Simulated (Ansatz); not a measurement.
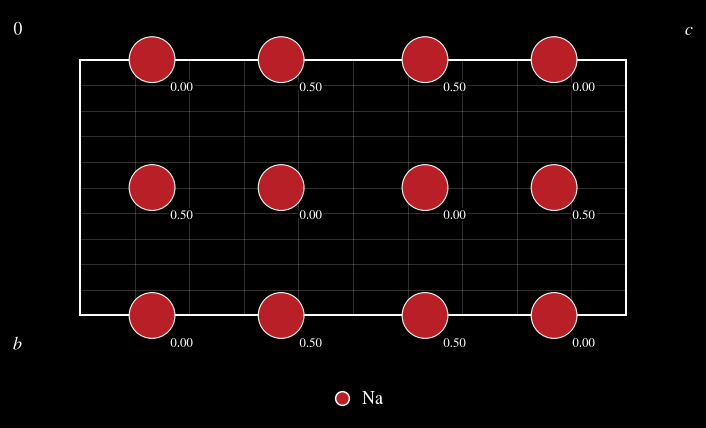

Plan of a unit cell projected along a (b down the page, c across); the numbers are heights as fractions of a, and atoms on the cell's edges are repeated. The grid marks tenths of b and c. Source: coordinates from a relaxation with DFT PBEsol, scalar-relativistic, plane waves, PAW in Ansatz; the starting structure was generated, so it need not be a known form of this composition. Symmetry computed with spglib at a tolerance of 0.002 Å; standard conventional cell.

a = 3.810 Å, b = 6.041 Å, c = 12.890 Å, α = 90.00°, β = 90.00°, γ = 90.00°.

> What does the cell contain?

8 Na: Na, Z = 8.

> Which space group?

Fmmm, No. 69, face-centred orthorhombic.

> Give the independent sites, coordinates to two places.

| atom | site | symmetry | x | y | z |
| --- | --- | --- | --- | --- | --- |
| Na | 8i | mm2 | 0.00 | 0.00 | 0.13 |
